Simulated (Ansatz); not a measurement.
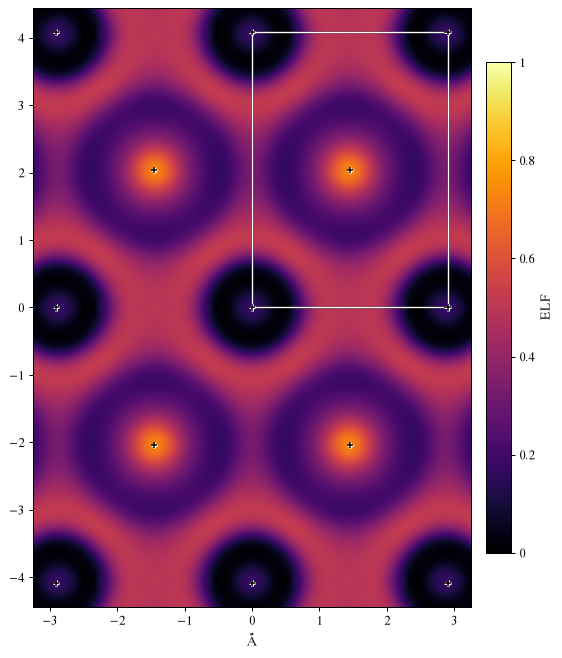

The electron localisation function on a plane through atoms (crosses mark nuclei in the plane).

Method: DFT PBE, scalar-relativistic, plane waves, PAW in Ansatz 0.2.0.

Candidates:
A. Al, a = 4.04 Å, b = 4.04 Å, c = 4.04 Å, α = 90.00°, β = 90.00°, γ = 90.00°. Space group Fm-3m; a structure from a database of computed crystals, not necessarily the ambient phase; computed without spin polarisation.
B. Si, a = 5.47 Å, b = 5.47 Å, c = 5.47 Å, α = 90.00°, β = 90.00°, γ = 90.00°. Space group Fd-3m; a structure from a database of computed crystals, not necessarily the ambient phase.
C. AlNi, a = 2.89 Å, b = 2.89 Å, c = 2.90 Å, α = 90.00°, β = 90.00°, γ = 90.00°. Space group P4/mmm; a structure from a database of computed crystals, not necessarily the ambient phase; computed without spin polarisation.

**Which candidate gave the map?**

Candidate C: AlNi on the (11̄0) plane of the standardised cell, which holds Al and Ni. Al–Ni (2.51 Å): the ELF is about 0.40 at the midpoint.
